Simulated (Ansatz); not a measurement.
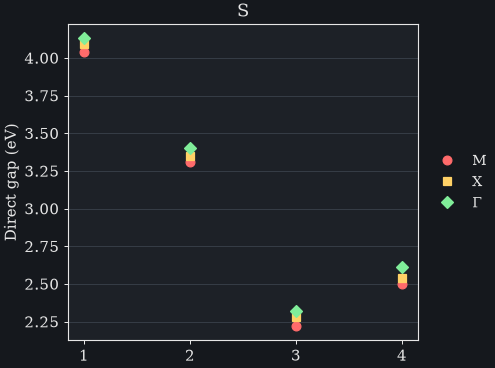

Direct gap at each named k point, by several methods on one cell of S, space group C2/c (No. 15), 20 atoms in the primitive cell, relaxed with r2SCAN+rVV10; a = 8.14 Å, b = 8.14 Å, c = 8.22 Å, α = 103.65°, β = 103.65°, γ = 77.86°. All runs are without spin-orbit coupling and carry no moments. In reduced coordinates of the cell that was run, M is (0.5, 0, 0) and X is (0.5, −0.5, 0). The smallest gap is indirect or lies off these points.

**Which column is which method? They are PBE, HSE06, PBE0 and r2SCAN.**

1 is PBE0; 2 is HSE06; 3 is PBE; 4 is r2SCAN.

| method | program | M (eV) | X (eV) | Γ (eV) |
| --- | --- | --- | --- | --- |
| PBE | Ansatz | 2.22 | 2.28 | 2.32 |
| r2SCAN | Ansatz | 2.50 | 2.54 | 2.61 |
| HSE06 | Ansatz | 3.31 | 3.35 | 3.40 |
| PBE0 | Ansatz | 4.04 | 4.09 | 4.13 |

**Does HSE06 open these direct gaps by one amount over PBE?**

The shifts are +1.09 eV at M, +1.07 eV at X and +1.08 eV at Γ, and at points that aren't plotted +1.09 eV (Z), +1.08 eV (N), +1.09 eV (L) and +1.10 eV (I): over the named points that both runs hold, a spread of 0.03 eV on a mean of 1.09 eV, so one shift describes them well.

Settings. PBE: Ansatz PAW set, 4×4×4 k mesh, 420 eV cutoff, Fermi-Dirac smearing of 0.02 eV (Ansatz). r2SCAN: Ansatz PAW set, 4×4×4 k mesh, 500 eV cutoff, fixed occupations (Ansatz 0.2.0). HSE06: Ansatz PAW set, 2×2×2 k mesh, 420 eV cutoff, fixed occupations (Ansatz). PBE0: Ansatz PAW set, 2×2×2 k mesh, 420 eV cutoff, fixed occupations (Ansatz 0.2.0).

The cell comes from a database of computed structures, and whether it is the stable form of this composition wasn't checked. r2SCAN, HSE06 and PBE0: the PAW data sets were made with another functional. LDA, GGA and most meta-GGA functionals understate gaps. HSE06 and PBE0: the k mesh is thin for exact exchange. Over all k points computed the smallest gap is 1.91 eV in PBE, 2.17 eV in r2SCAN, 2.95 eV in HSE06 and 3.67 eV in PBE0. In reduced coordinates of the cell that was run, Z is (0, 0, 0.5), N is (0.5, 0, −0.5), L is (0.5, 0.5, −0.5) and I is (0.654, 0.346, −0.5).
